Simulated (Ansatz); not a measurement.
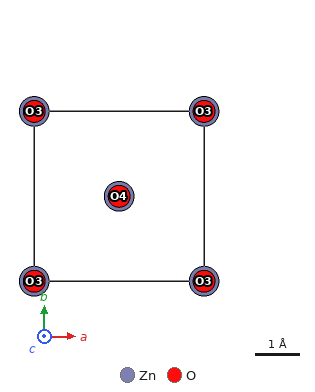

This is the input geometry for a relaxation of solid ZnO (a generated structure, set up in I4/mmm) (coarse preliminary run). Style: ball-and-stick. Shown: the conventional cell (2 times the calculation's cell), along the c axis. Lengths and directions refer to the drawn axes.

Level of theory: Ansatz, DFT PBE, scalar-relativistic, plane waves, PAW.

The input:
```yaml
crystal:
  lattice:
    - [-1.96874192, 1.96874192, 3.46549398]
    - [1.96874192, -1.96874192, 3.46549398]
    - [1.96874192, 1.96874192, -3.46549398]
  atoms:
    - { symbol: Zn, position: [0.0, 0.0, 0.0] }
    - { symbol: Zn, position: [0.5, 0.5, 0.0] }
    - { symbol: O, position: [0.27551391, 0.27551391, 0.0] }
    - { symbol: O, position: [0.72448609, 0.72448609, 0.0] }
basis:
  ecutwfc: 420
kpoints:
  mp_grid: { grid: [6, 6, 6] }
hamiltonian:
  xc: pbe
scf:
  occupations: { method: gaussian, width: 0.1 }
  lower_state_search: "off"
output:
  forces: true
  stress: true
  eigenvalues: true
relax:
  adjacent_minimum: "off"
  f_tol: 0.04
  max_steps: 70
  cell: { stress_tol: 0.4 }
```

Launched with:
```bash
ansatz run input.yaml --threads 1 --pin off --max-ram 2560MiB --backend cpu --events-out ev --progress --plain --runs-dir out
```

### Predict the outcome.

The largest moves relative to the cell, 0.18 Å, are those of O3 and O4. O4 goes along +c. Zn stays in place. The volume changes by +110.0 %, with a = b 3.937 → 5.716 Å (+45.2 %), c 6.931 → 6.908 Å (−0.3 %). Some distances before and after: Zn1–O3 1.910 → 1.727 Å, Zn2–O3 1.556 → 1.727 Å. The space group (tolerance 0.01 Å) goes from I4/mmm (No. 139) to P4/mmm (No. 123). After 17 accepted moves (22 points after the start) the energy has fallen by 698 meV per atom. The largest force component goes from 8.5 to under 0.0001 eV/Å. Pressure: 24.02 GPa at the start and 0.31 GPa at the end. The SCF was repeated 5 times at an unchanged geometry on a basis and grid sized afresh for the cell, which shifted the energy by 58.8 meV per atom at most.

The structure at the end:

```xyz
4
Lattice="-2.8579 2.8579 3.4540 2.8579 -2.8579 3.4540 2.8579 2.8579 -3.4540" Properties=species:S:1:pos:R:3 pbc="T T T"
Zn    2.8579    2.8579    3.4540
Zn    0.0000    0.0000    3.4540
O     0.0000    0.0000    1.7270
O     0.0000    0.0000    5.1810
```

The end point in the same view:

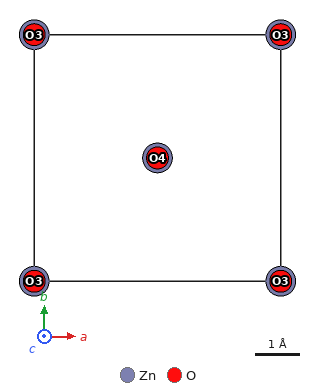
